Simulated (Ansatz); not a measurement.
# Al₁₆Au: single-point calculation

The run: single-point calculation of Al₁₆Au (slab, 17 atoms in the cell). Method and program: DFT PBE+D3(BJ), scalar-relativistic, plane waves, PAW, no spin polarisation (Ansatz 0.2.0).

The structure derives from an entry of the Crystallography Open Database. Figures and captions count atoms from 1; the log counts them from 0 in places.

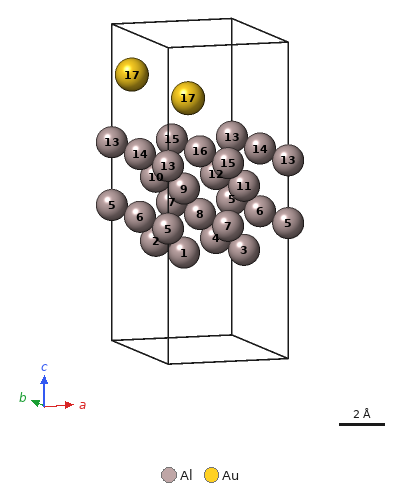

**Figure 1.** The input geometry (spheres-only view of the cell of the calculation, with the vacuum cut short, seen slightly off an axis; atoms are numbered from 1 in the order of the input).

### Input
```yaml
crystal:
  lattice:
    - [5.6324246412, 0.0, 0.0]
    - [0.0, 7.9654513166, 0.0]
    - [0.0, 0.0, 21.2293510975]
  atoms:
    - { symbol: Al, position: [0.25, 0.25, 0.1884183827] }
    - { symbol: Al, position: [0.25, 0.75, 0.1884183827] }
    - { symbol: Al, position: [0.75, 0.25, 0.1884183827] }
    - { symbol: Al, position: [0.75, 0.75, 0.1884183827] }
    - { symbol: Al, position: [0.0, 0.0, 0.2547466541] }
    - { symbol: Al, position: [0.0, 0.5, 0.2547466541] }
    - { symbol: Al, position: [0.5, 0.0, 0.2547466541] }
    - { symbol: Al, position: [0.5, 0.5, 0.2547466541] }
    - { symbol: Al, position: [0.25, 0.25, 0.3240951258] }
    - { symbol: Al, position: [0.25, 0.75, 0.3240951258] }
    - { symbol: Al, position: [0.75, 0.25, 0.3240951258] }
    - { symbol: Al, position: [0.75, 0.75, 0.3240951258] }
    - { symbol: Al, position: [0.0, 0.0, 0.3876402562] }
    - { symbol: Al, position: [0.0, 0.5, 0.3876402562] }
    - { symbol: Al, position: [0.5, 0.0, 0.3876402562] }
    - { symbol: Al, position: [0.5, 0.5, 0.3876402562] }
    - { symbol: Au, position: [0.1666666667, 0.0, 0.5289540432] }
basis:
  ecutwfc: 420
kpoints:
  mp_grid: { grid: [5, 4, 1] }
hamiltonian:
  xc: pbe
  dispersion: d3bj
scf:
  occupations: { method: gaussian, width: 0.1 }
output:
  forces: true
  eigenvalues: true
  write_density: true
  write_potential: true
  elf: true
  volumetric_format: npy
efield:
  axis: 3
  dipole_correction: true
  ramp_width: 0.04
```

Hardware: 1 thread of Intel Xeon (Granite Rapids), 32 GiB of memory available, shared host.

Launched with:
```bash
ansatz run input.yaml --threads 1 --pin off --max-ram 3072MiB --backend cpu --events-out ev --progress --plain --runs-dir out
```

### Output
```
Engine: ansatz 0.2.0, x86_64-unknown-linux-gnu
Pseudopotentials: kind: paw
Pseudopotential: Al, paw, valence charge 3, recommended cutoff 420 eV (normal), Al.paw.azcp
Pseudopotential: Au, paw, valence charge 19, recommended cutoff 420 eV (normal), Au.paw.azcp
Functional definition: PBE
  parameter kappa = 0.804
  parameter beta = 0.06672455060314922
  exchange = pbe_x(kappa = kappa, mu = beta*pi^2/3)
  correlation = pbe_c(beta = beta)
Crystal: 17 atoms, lattice volume = 952.451 Å³
Basis set: ecut = 420 eV, 18655 PW (Γ), exchange–correlation on 80×108×288 points (8 copies of the dense FFT grid, shifted against one another)
Bands: 51, of which v1, the nominal top of the filled ones, is band 34 counted from 1 (33 counted from 0)
Symmetry: 2 space group operations
Space group: Pm (ITA 6), of the structure as read, at distance tolerance 9.8e-5 Å
k-points: 9 of 20 (time reversal used)
Non-local potential: Al, projectors of the file, l = 0: 2, l = 1: 2, l = 2: 1
Non-local potential: Au, projectors of the file, l = 0: 3, l = 1: 2, l = 2: 2, l = 3: 1
PAW form: soft (Blöchl's): semilocal exchange-correlation on the pseudo side does not see the compensation charge
PAW one-centre angular grid: Al, 110 points (default); XC on 64 Gauss nodes
PAW one-centre angular grid: Au, 590 points (default); XC on 64 Gauss nodes
Initial density: superposition of atomic densities (neutral atoms: chi_scale 0, normalization atom), corrected by the library's trained network
Initial wavefunctions: pseudopotential atomic-orbital guess
Functional: x = pbe(κ = 0.804, μ = 0.2195149727645171), c = pbe(β = 0.06672455060314922)
SCF iter   1: F=—  HF=-21746.263753 eV  |F-HF|=—  |Δ(HF+E_count)|=         —  Δρ=2.44e-3  dr2=4.07e-1  ethr=1.77e-3  p=-0.222 e·Å  D=-4.23e-2 V/Å  ΔV_dip=0.90 eV  dr2_dipole=1.42e-2  V_vac-E_F(+/−)=4.89/4.00 eV  ⟨swp⟩=14.3  Hψ=2773  notcnv=0  defer=1
efield: sawtooth ramp at fractional position 0.8387 (placed from the atoms, in the widest stretch of the axis that holds none; the zero of the levels goes with the place), width 0.0400; the density the first Hamiltonian is built on has a dipole p = -0.222 e·Å; the dipole correction subtracts the counter field D = -4.23e-2 V/Å, which shifts the + side's vacuum level by +0.90 eV against the − side's; the planar-averaged density in the ramp window peaks in size at 6.1e-5 e/Å³
preconditioner: auto → LDOS  [metal: Δε(μ)=0.035 eV  Ē_g=5.641 eV  σ=0.100 eV  W_gap=0.19  n_scr=88 (ndim 8)  ℏωp=9.2 eV  f_vac=0.534  D(μ)=8.32/eV (n_scr^D=28)  β→1.0]
SCF iter   2: F=—  HF=-21746.212836 eV  |F-HF|=—  |Δ(HF+E_count)|=   5.09e-2  Δρ=9.21e-4  dr2=4.19e-2  ethr=6.07e-4  p=-0.255 e·Å  D=-4.84e-2 V/Å  ΔV_dip=1.03 eV  dr2_dipole=1.57e-2  V_vac-E_F(+/−)=5.15/4.12 eV  ⟨swp⟩=2.2  Hψ=730  notcnv=0  defer=40
SCF iter   3: F=—  HF=-21746.211989 eV  |F-HF|=—  |Δ(HF+E_count)|=   8.47e-4  Δρ=4.18e-4  dr2=7.35e-3  ethr=6.25e-5  p=-0.268 e·Å  D=-5.09e-2 V/Å  ΔV_dip=1.08 eV  dr2_dipole=3.20e-3  V_vac-E_F(+/−)=5.18/4.10 eV  ⟨swp⟩=2.1  Hψ=589  notcnv=0  defer=40
SCF iter   4: F=—  HF=-21746.211701 eV  |F-HF|=—  |Δ(HF+E_count)|=   2.88e-4  Δρ=3.94e-4  dr2=3.20e-3  ethr=1.10e-5  p=-0.278 e·Å  D=-5.28e-2 V/Å  ΔV_dip=1.12 eV  dr2_dipole=5.03e-4  V_vac-E_F(+/−)=5.21/4.09 eV  ⟨swp⟩=2.0  Hψ=653  notcnv=0  defer=40
SCF iter   5: F=—  HF=-21746.211196 eV  |F-HF|=—  |Δ(HF+E_count)|=   5.05e-4  Δρ=7.40e-5  dr2=1.47e-4  ethr=4.78e-6  p=-0.281 e·Å  D=-5.34e-2 V/Å  ΔV_dip=1.13 eV  dr2_dipole=3.90e-5  V_vac-E_F(+/−)=5.22/4.09 eV  ⟨swp⟩=2.0  Hψ=634  notcnv=0  defer=40
SCF iter   6: F=—  HF=-21746.211195 eV  |F-HF|=—  |Δ(HF+E_count)|=   7.81e-7  Δρ=2.14e-5  dr2=1.85e-5  ethr=2.20e-7  p=-0.282 e·Å  D=-5.36e-2 V/Å  ΔV_dip=1.14 eV  dr2_dipole=6.23e-6  V_vac-E_F(+/−)=5.22/4.09 eV  ⟨swp⟩=2.2  Hψ=600  notcnv=0  defer=40
SCF iter   7: F=—  HF=-21746.211791 eV  |F-HF|=—  |Δ(HF+E_count)|=   5.96e-4  Δρ=9.45e-6  dr2=1.52e-6  ethr=2.77e-8  p=-0.283 e·Å  D=-5.37e-2 V/Å  ΔV_dip=1.14 eV  dr2_dipole=3.50e-8  V_vac-E_F(+/−)=5.23/4.09 eV  ⟨swp⟩=2.6  Hψ=739  notcnv=0  defer=27
SCF iter   8: F=—  HF=-21746.211792 eV  |F-HF|=—  |Δ(HF+E_count)|=   5.36e-7  Δρ=2.70e-6  dr2=1.45e-7  ethr=2.27e-9  p=-0.283 e·Å  D=-5.37e-2 V/Å  ΔV_dip=1.14 eV  dr2_dipole=1.57e-8  V_vac-E_F(+/−)=5.23/4.09 eV  ⟨swp⟩=2.3  Hψ=685  notcnv=0  defer=27
SCF iter   9: F=-21746.211792 eV  HF=-21746.211792 eV  |F-HF|=9.69e-9  |Δ(HF+E_count)|=   1.87e-7  Δρ=7.03e-7  dr2=1.12e-8  ethr=1.49e-10  p=-0.283 e·Å  D=-5.37e-2 V/Å  ΔV_dip=1.14 eV  dr2_dipole=2.04e-10  V_vac-E_F(+/−)=5.23/4.09 eV  ⟨swp⟩=30.7  Hψ=4484  notcnv=0
SCF 1 converged in 9 iterations: F = -21746.211792 eV  dr2 = 1.12e-8
  greatest PAW one-centre occupation: 1.000 electrons in one spin orbital (limit 2), on the Au atom at site 16 (counted from 0), in its partial waves of l = 0
WARN: The output density's exchange-correlation potential varies sharply where the density is thin. Do not read a vacuum level from v_tot or v_xc, or from such a field of the output density. On a cell that repeats whose density bears no net charge and no dipole along the vacuum's axis use v_es (v_loc + v_h of the components); under efield.dipole_correction with no amplitude use v_es + v_field, which holds any external_charges[].barrier, or the levels of the report's work_function block, which leave it out; under a non-zero efield.amplitude the vacuum is tilted and has no level; on a cell that repeats and bears such a dipole with no correction it is tilted too, and efield.dipole_correction with no amplitude gives each side of its ramp a level where efield: is served; in a cell that repeats whose density bears a net charge (total_charge, or a fill off its count) it is curved and has none; of a slab under crystal.periodic whose density bears no net charge use v_es, which has a level on each side, short of where the two are joined; of another it falls or rises all the way out and has none; of a slab beside external_charges read slab_vacuum_level instead, which it has where they leave it neutral. The grid or the basis barely resolves most such structure, and the values can differ between equally converged runs; as a rule a tighter scf.convergence.dr2_threshold does not remove it. Where the density itself ripples (under the LDA too) a higher basis.ecutwfc lessens it. The files hold the spikes' plane waves up to the density's cutoff. Files: v_tot_of_output_density and the like, and their columns of v_z.tsv (output.write_potential); v_xc_of_output_density and the like, and their columns of v_comp_z.tsv (output.write_potential_components). Measured: with its Gaussian average of σ = 0.25 Å subtracted twice, the exchange-correlation potential is over 0.1 eV at 885 of the grid points where the equally averaged density (valence and model cores) is under 1e-3 e/Å³, and 0.366 eV at the most among them, at an averaged density of 6.8e-8 e/Å³. The input density's (outcome.potential() and, of a run that writes arrays, v_tot and v_xc) is over 0.1 eV, so measured, at 718 points of its own thin density, 0.356 eV at the most. See output.write_potential in the manual, Limitations
SCF converged after 9 iterations
Free energy (F): -21746.211792 eV
Harris-Foulkes:  -21746.211792 eV  (|F-HF|=9.69e-9)
Internal energy: -21746.159800 eV  (E = F + TS)
E sigma→0 (E₀):  -21746.185796 eV
Entropy (-TS):   -0.051992 eV (-3.058 meV/atom)
Fermi energy:    -0.689137 eV
Dipole field:    D = -0.053714 V/Å  (p = -0.282725 e·Å, saw-weighted, corrected)
Work function:   Φ+ = 5.2263 eV   Φ− = 4.0860 eV
Levels:          The Fermi level and band energies are counted from a zero that moves with the ramp; work functions are not
--- Per-component energies (eV) ---
  E_band       = -791.898327
  E_kinetic    = 948.059295
  E_local      = -14490.296673  (includes V_loc(G=0)·N_el)
  E_nonlocal   = 243.661789
  E_hartree    = 6823.159069
  E_xc         = -847.764306
  E_vxc        = -716.478026  (∫ρ·V_xc dr)
  E_paw        = -17185.235693  (= ΣΔE_a)
  E_vpaw       = -423.034011  (= ΣTr[D̂ρ^β])
  E_aug_tail   = 0.001396  (compensation charges beyond the density's cutoff)
  E_efield     = 0.007593  (sawtooth field / dipole correction)
  E_vefield    = -0.125122  (∫n·V_field dr)
  E_ewald      = 2765.824428
  E_disp       = -3.576697  (pairwise vdW)
  E_smearing   = -0.051992  (= −TS)
  E_closure    = -0.000000  (closes the sum)
  Σ components = -21746.211792   (vs F -21746.211792, Δ=0.00e0)
--- Forces (eV/Å), atoms counted from 1 ---
  atom   1  Al    -0.00100517    -0.00645438     0.15898747
  atom   2  Al    -0.00100517     0.00645438     0.15898747
  atom   3  Al     0.00989066     0.01577169     0.15328063
  atom   4  Al     0.00989066    -0.01577169     0.15328063
  atom   5  Al    -0.12150998     0.00000000    -0.18572657
  atom   6  Al    -0.03156175     0.00000000    -0.07973132
  atom   7  Al     0.13400679     0.00000000    -0.13788757
  atom   8  Al     0.01898792     0.00000000    -0.06869436
  atom   9  Al     0.03819167    -0.03547824    -0.04018167
  atom  10  Al     0.03819167     0.03547824    -0.04018167
  atom  11  Al    -0.02197344    -0.05987305    -0.05193436
  atom  12  Al    -0.02197344     0.05987305    -0.05193436
  atom  13  Al     0.10993389     0.00000000     1.21418026
  atom  14  Al     0.00432713     0.00000000     0.04894162
  atom  15  Al    -0.03983828     0.00000000     0.40562396
  atom  16  Al    -0.00876292     0.00000000     0.01841858
  atom  17  Au    -0.11579303     0.00000000    -1.65542538
  max |Σ_I F_I| component: 3.35e-6 eV/Å
--- Band table (eV; the first three rows and the last of 9) ---
  k-point 0: bands = ["-103.7541", "-55.3346", "-55.1961", "-55.1477", "-11.1273", "-8.8749", "-8.8254", "-8.6826", "-6.5903", "-6.5573", "-6.4476", "-6.4154", "-5.3561", "-4.5677", "-4.5497", "-4.2076", "-4.1774", "-4.1665", "-4.1156", "-3.2923", "-3.1180", "-2.7918", "-2.6040", "-2.5317", "-2.4334", "-2.3444", "-2.3392", "-2.2413", "-2.1960", "-2.1527", "-1.4217", "-1.3651", "-1.2347", "-1.0157", "-0.7776", "-0.6671", "-0.4788", "0.5277", "0.6049", "0.9771", "1.2113", "1.3309", "1.3613", "1.3964", "1.4382", "1.4813", "1.8215", "2.3310", "2.3669", "3.0382", "3.1830"]
  k-point 1: bands = ["-103.7541", "-55.3346", "-55.1961", "-55.1477", "-10.9830", "-9.8366", "-8.5447", "-7.7581", "-7.1970", "-6.4509", "-6.4181", "-5.3551", "-5.3472", "-5.3203", "-5.2368", "-4.2366", "-4.0502", "-4.0369", "-3.8473", "-3.3223", "-3.3072", "-2.8201", "-2.7826", "-2.7049", "-2.4532", "-2.3629", "-2.2874", "-2.1975", "-2.1500", "-2.0968", "-1.7869", "-0.9843", "-0.7117", "-0.6799", "-0.6506", "-0.5380", "0.0961", "0.1094", "0.1546", "0.4492", "0.5766", "0.6251", "1.1950", "1.5248", "1.9018", "2.1485", "2.1640", "2.4150", "2.4618", "2.5566", "2.5914"]
  k-point 2: bands = ["-103.7541", "-55.3346", "-55.1961", "-55.1477", "-10.5543", "-10.5485", "-8.1407", "-8.1400", "-6.0365", "-6.0337", "-6.0058", "-6.0025", "-5.9726", "-5.9720", "-5.0157", "-4.9324", "-3.6869", "-3.6654", "-3.6589", "-3.6551", "-3.3741", "-3.3687", "-2.7190", "-2.4518", "-2.3547", "-2.2766", "-2.1996", "-2.0454", "-1.8909", "-1.5737", "-1.5725", "-1.5253", "-1.5189", "-0.8153", "-0.4119", "-0.3653", "-0.3434", "-0.2106", "0.4885", "0.5131", "1.0296", "1.0390", "1.0396", "1.0443", "1.3387", "1.7626", "2.5059", "2.5394", "2.5517", "2.5529", "2.9492"]
  k-point 8: bands = ["-103.7541", "-55.3346", "-55.1961", "-55.1477", "-9.8164", "-9.8109", "-8.9000", "-8.8942", "-7.4105", "-7.4098", "-6.5057", "-6.5042", "-5.2650", "-5.2611", "-4.3926", "-4.3876", "-4.3221", "-4.2107", "-3.4756", "-3.3298", "-2.7033", "-2.6759", "-2.5278", "-2.3827", "-2.3412", "-2.2114", "-2.2022", "-1.8331", "-1.7944", "-1.7876", "-1.7869", "-1.6469", "-1.2358", "-0.6352", "-0.1991", "0.1564", "0.6328", "0.6721", "0.8669", "0.8784", "1.2178", "1.2473", "1.9189", "1.9279", "1.9687", "2.1417", "2.5783", "2.5848", "2.8785", "3.0218", "3.3304"]
```

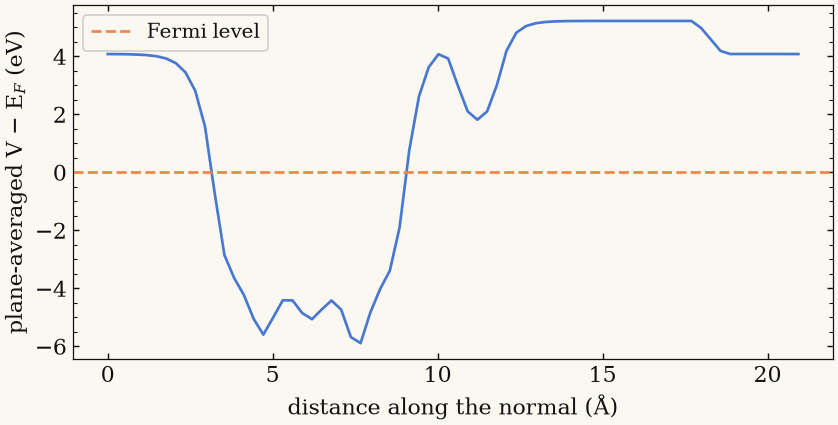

**Figure 2.** Plane average of the electrostatic potential energy of an electron across the cell, from the Fermi level. The vacuum level lies 5.23 eV above the Fermi level on the upper side and 4.09 eV on the lower.

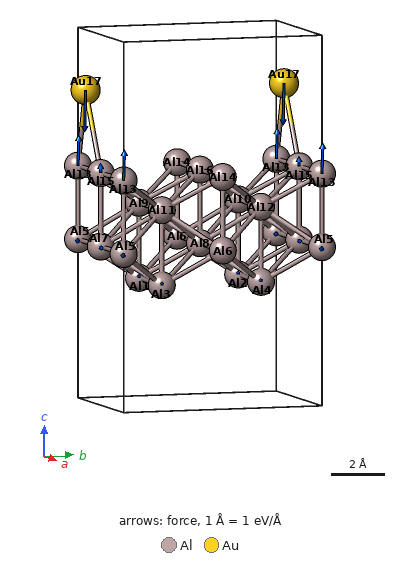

**Figure 3.** Forces on the atoms as blue arrows (ball-and-stick view of the cell of the calculation, with the vacuum cut short, seen slightly off an axis; atoms are numbered from 1 in the order of the input); the smallest are left out. The largest act on Au17 (1.66 eV/Å); Al13 (1.22 eV/Å). The geometry is not a stationary point of this energy.

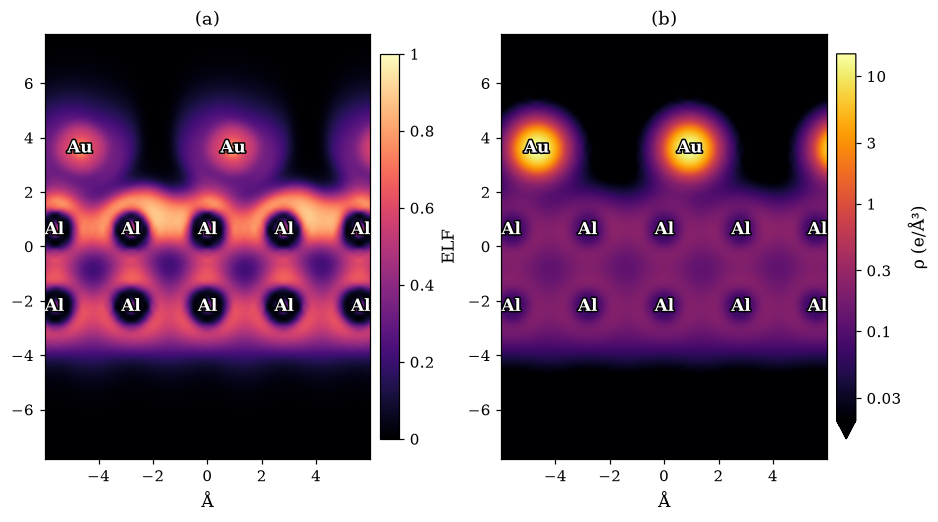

**Figure 4.** (a) electron localisation function; (b) valence charge density (pseudo) on the (010) plane of the calculation cell, a cut from vacuum to vacuum. Atoms in the plane: Al and Au. Al–Al (2.82 Å): ρ at the midpoint is about 0.21 e/Å³; the ELF peaks at about 0.60 between the atoms. Al–Au (3.14 Å): ρ at the midpoint is about 0.18 e/Å³, with its minimum of 0.15 e/Å³ about 1.3 Å from Al; the ELF is about 0.45 at the midpoint (no shared electron pair). Al–Al (2.82 Å): ρ is about 0.21 e/Å³ halfway; the ELF peaks at about 0.65 between the atoms. The density dies away to nearly zero in the vacuum. The strong features right at Au lie inside the PAW spheres (semicore, d or f shells) and say nothing about bonding. The fields are those of the smooth PAW valence density.

### Summary

| quantity | value |
| --- | --- |
| outcome | converged |
| electrons treated | 67 |
| free energy | −21746.2118 eV |
| work function, top face | 5.23 eV |
| work function, bottom face | 4.09 eV |
| Fermi energy | −0.689 eV |
| gap on the k-point mesh | none (metallic) |
| work function (upper face) | 5.23 eV |
| largest force (length of the vector) | 1.659 eV/Å |
| wall time | 26 s |
| peak memory | 0.97 GiB |

Warnings of the run: the exchange-correlation potential is rough where the density is thin. Spin–orbit coupling is left out, which matters for Au.
